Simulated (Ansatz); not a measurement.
Si

Input file:

```
crystal:
  lattice:
    - [-3.2458898988, 3.2458898988, 1.8763861253]
    - [3.2458898988, -3.2458898988, 1.8763861253]
    - [3.2458898988, 3.2458898988, -1.8763861253]
  atoms:
    - { symbol: Si, position: [0.1678406131, 0.1678406131, 0.3576908752] }
    - { symbol: Si, position: [0.8101497379, 0.8101497379, 0.6423091248] }
    - { symbol: Si, position: [0.1898502621, 0.8321593869, 0.0] }
    - { symbol: Si, position: [0.8321593869, 0.1898502621, 0.0] }
basis:
  ecutwfc: 420
kpoints:
  mp_grid: { grid: [10, 10, 10] }
hamiltonian:
  xc: lda
  pseudopotentials: { kind: paw, azcp: { folder: soft_1 } }
scf:
  occupations: { method: gaussian, width: 0.03 }
output:
  forces: true
  stress: true
  eigenvalues: true
  write_density: true
  write_potential: true
  elf: true
  volumetric_format: npy
```

Launched as:

```sh
ansatz run input.yaml --threads 1 --pin off --max-ram 2048MiB --backend cpu --events-out ev --progress --plain --runs-dir out
```

Below, planes, directions and counts refer to the conventional cell (a = 6.49 Å, b = 6.49 Å, c = 3.75 Å, α = 90.00°, β = 90.00°, γ = 90.00°).

Space group I-42m; a structure from a database of computed crystals, not necessarily the ambient phase; changed on purpose from its base cell (mode 4 frozen in at -0.042 Å, equal normal strain along x, y and z -0.0167); computed pressure about 5 GPa in this cell; PAW files of the earlier set (soft_1).

All numbers below come from Ansatz 0.2.0, DFT LDA, scalar-relativistic, plane waves, PAW.

In a PAW calculation such maps are meaningful between the atoms, not at the nuclei.

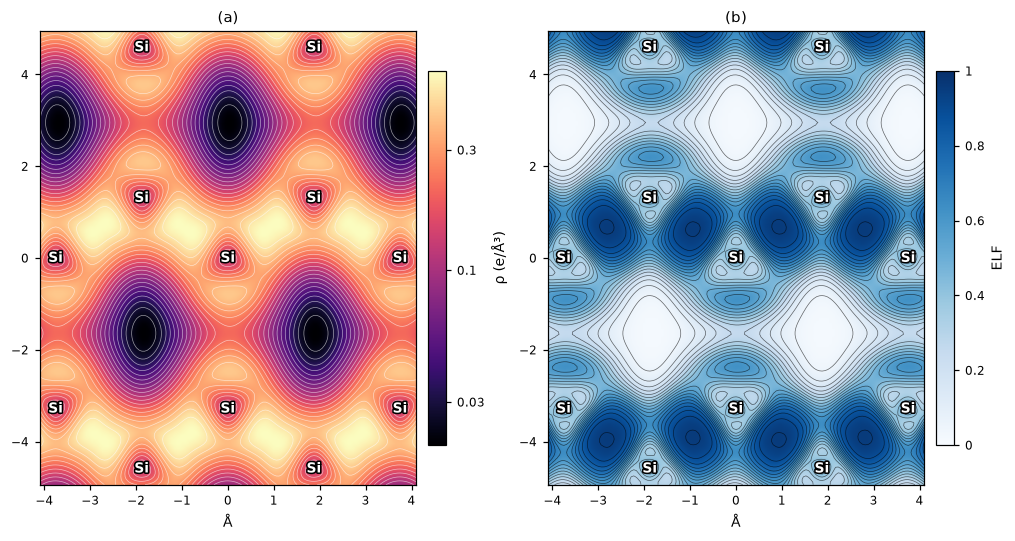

Figure 1. (a) valence electron density; (b) electron localisation function on the (11̄0) plane of the conventional cell.

Question: Describe what can be read from this map.

Answer:
- The plane passes through Si nuclei.
- Si–Si (2.29 Å): ρ is about 0.61 e/Å³ halfway; the ELF peaks at about 0.95 between the atoms; a covalent bond.
- Between the atoms the lowest density in this plane is 0.02 e/Å³.

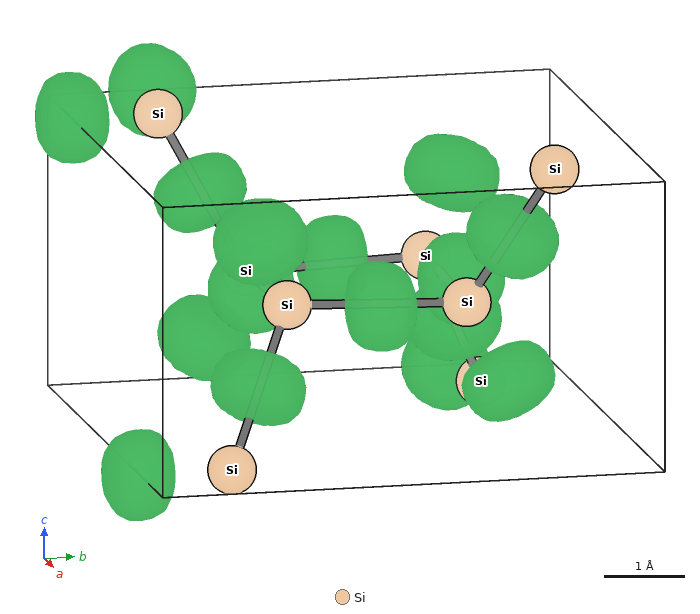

Figure 2. Isosurface of the electron localisation function at 0.85 (green), seen slightly off an axis. Only the valence region is drawn (cores and ρ < 0.01 e/Å³ removed). Sticks mark near contacts.

Question: Describe the localisation domains.

Answer: The ELF exceeds this value in 16 regions between bonded Si–Si atoms (shared pairs), counted in one cell of 8 atoms. Regions shared between cells count once.
